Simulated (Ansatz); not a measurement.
Input

```
crystal:
  lattice:
    - [-2.7, 2.7, 3.85]
    - [2.7, -2.7, 3.85]
    - [2.7, 2.7, -3.85]
  atoms:
    - { symbol: Sr, position: [0.75, 0.25, 0.5] }
    - { symbol: Sr, position: [0.25, 0.75, 0.5] }
    - { symbol: Ti, position: [0.0, 0.0, 0.0] }
    - { symbol: Ti, position: [0.5, 0.5, 0.0] }
    - { symbol: O, position: [0.25, 0.25, 0.0] }
    - { symbol: O, position: [0.75, 0.75, 0.0] }
    - { symbol: O, position: [0.77, 0.27, 0.04] }
    - { symbol: O, position: [0.23, 0.73, 0.96] }
    - { symbol: O, position: [0.27, 0.23, 0.5] }
    - { symbol: O, position: [0.73, 0.77, 0.5] }
scf:
  occupations: { method: fixed }
output:
  forces: true
  stress: true
  eigenvalues: true
  write_density: true
  write_potential: true
  elf: true
  volumetric_format: npy
hamiltonian:
  xc: hse06
basis:
  ecutwfc: 560
kpoints:
  mp_grid: { grid: [3, 3, 3] }
relax:
  f_tol: 0.003
  max_steps: 60
  cell: { stress_tol: 0.03, p_target: 10 }
```

Command:

```sh
ansatz run input.yaml --threads 2 --pin off --max-ram 6144MiB --backend cpu --events-out ev --progress --plain --runs-dir out
```

Below, planes, directions and counts refer to the conventional cell (a = 5.41 Å, b = 5.41 Å, c = 7.69 Å, α = 90.00°, β = 90.00°, γ = 90.00°).

The fields are those of the relaxed geometry.

Space group I4/mcm; a generated structure, not necessarily the stable one; computed pressure about 10 GPa in this cell; computed without spin polarisation.

These are results of DFT HSE06, scalar-relativistic, plane waves, PAW (Ansatz), not measurements.

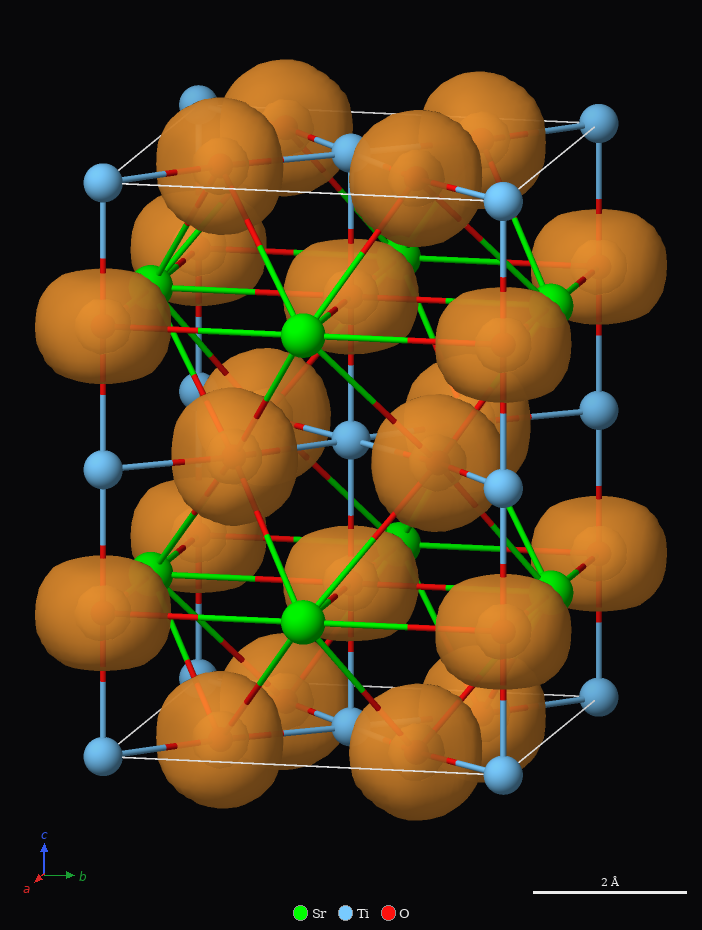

SrTiO3. Isosurface of the ELF at 0.7 (orange), seen slightly off an axis. Core shells and regions of very low density are left out. Sticks mark near contacts.

Core electrons are frozen (PAW), and the valence fields are smoothed inside the atomic spheres.

Identify the bonds, lone pairs and shells in this picture.

Answer. The ELF exceeds this value in twelve regions wrapped around O (the valence shell of each), counted in one cell of 20 atoms. Regions shared between cells count once.

Values along the shortest contacts:
Ti–O (1.92 Å): the ELF peaks at about 0.80 in the valence shell of O, 0.6 Å from its nucleus, and is about 0.20 at the midpoint (no shared electron pair shows on this line). Sr–O (2.60 Å): the ELF peaks at about 0.85 in the valence shell of O, 0.7 Å from its nucleus, and drops to about 0.05 between the two atoms: an ionic contact with no shared pair.

Metal or insulator at this level of theory?

Answer. It is gapped, with a Kohn–Sham gap of 3.6 eV on the k-point mesh (the band edges may lie off the mesh, which would make the gap smaller).
